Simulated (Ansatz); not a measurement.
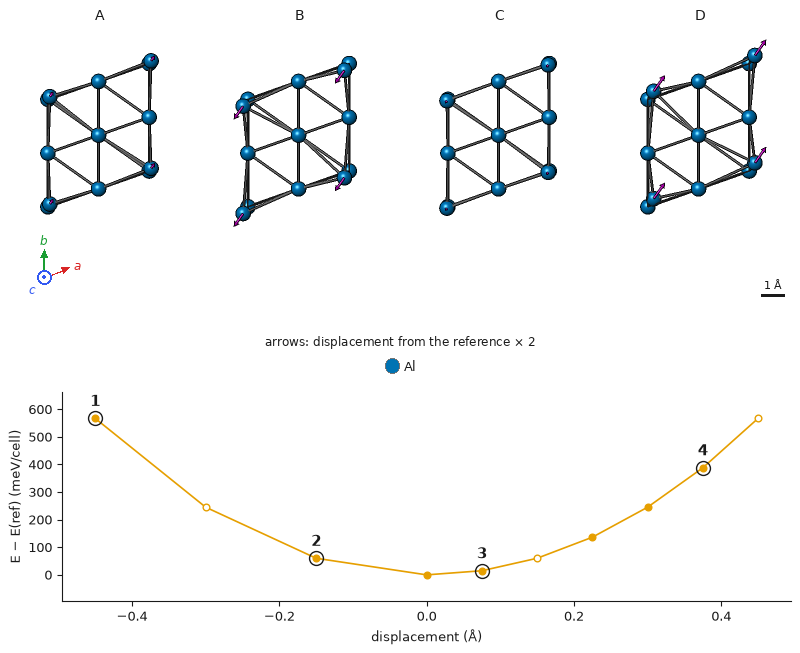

A crystal of Al (Fm-3m): an Al atom (one in each cell of 8 atoms) is moved towards the nearest copy of atom 8 (Al) at 3.983 Å, all else fixed. The frames are shuffled; the numbered points of the plot belong to them. Hollow markers are points alike by symmetry, not computed again. A ball-and-stick model of the cell of the calculation, seen along the c axis. Purple arrows: displacements from the reference.

The calculation used DFT PBE+D3(BJ), scalar-relativistic, plane waves, PAW (Ansatz). Settings: plane-wave cutoff 420 eV; k-point mesh 14 × 14 × 14; occupations gaussian; smearing width 0.15 eV; no spin polarisation. Energies (free energies at the smearing named) are counted from the relaxed crystal.

### Match the frames to the points.

Point 1 is frame D (the displacement −0.45 Å, 567 meV/cell); 2 is frame A (the displacement −0.15 Å, 60 meV/cell); 3 is frame C (the displacement 0.075 Å, 15 meV/cell); 4 is frame B (the displacement 0.375 Å, 388 meV/cell). The lowest computed point lies at the displacement 0.00 Å (0 meV/cell). The curvature at zero is about 5.3 eV/Å². The well is symmetric. At the highest point the shortest interatomic distance is 2.52 Å, against 2.82 Å in the reference. The distortion takes the space group from Fm-3m to I4mm.
